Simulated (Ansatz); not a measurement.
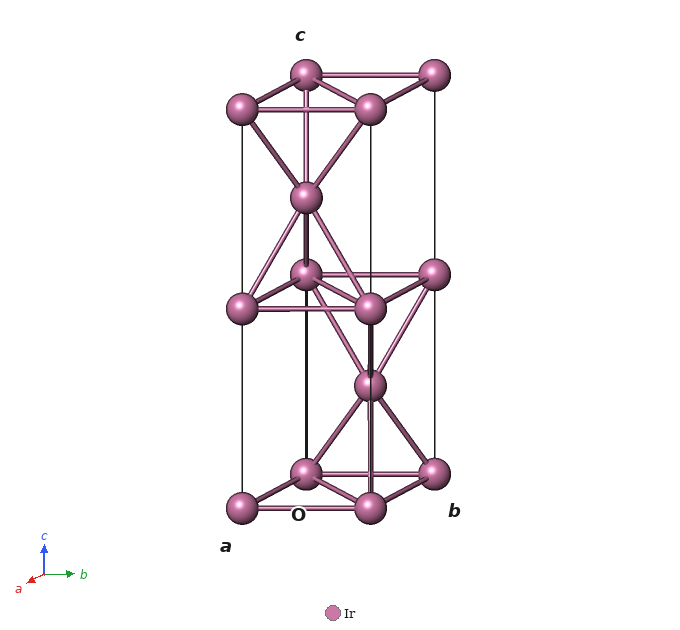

Crystal: Ir, the geometry relaxed with Ansatz, DFT, LDA (PW92), plane waves (420 eV) with PAW, scalar-relativistic; the starting structure was generated, so it need not be a known form of this composition. One unit cell is drawn above. Symmetry computed with spglib at a tolerance of 0.002 Å; standard conventional cell.

```
Ir
1.0
     2.69700    0.00000    0.00000
    -1.34850    2.33567    0.00000
     0.00000    0.00000    8.81118
Ir
4
Direct
  0.00000 0.00000 0.00000
  0.00000 0.00000 0.50000
  0.33333 0.66667 0.25000
  0.66667 0.33333 0.75000
```

**What is its point group?**

6/mmm (D6h), order 24, hexagonal system: one sixfold axis, six twofold axes, seven mirror planes, an inversion centre.

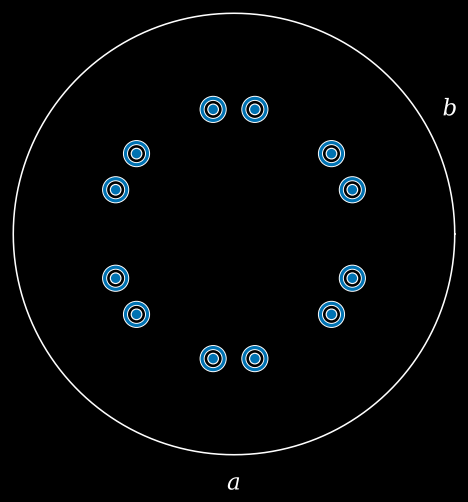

Stereographic projection: filled dots lie in the upper hemisphere, open rings in the lower. The poles are one general form. The c axis points at the viewer.

**What does this class allow?**

Class 6/mmm is centrosymmetric, so neither piezoelectric nor pyroelectric; it is not chiral. Its Laue class is 6/mmm.
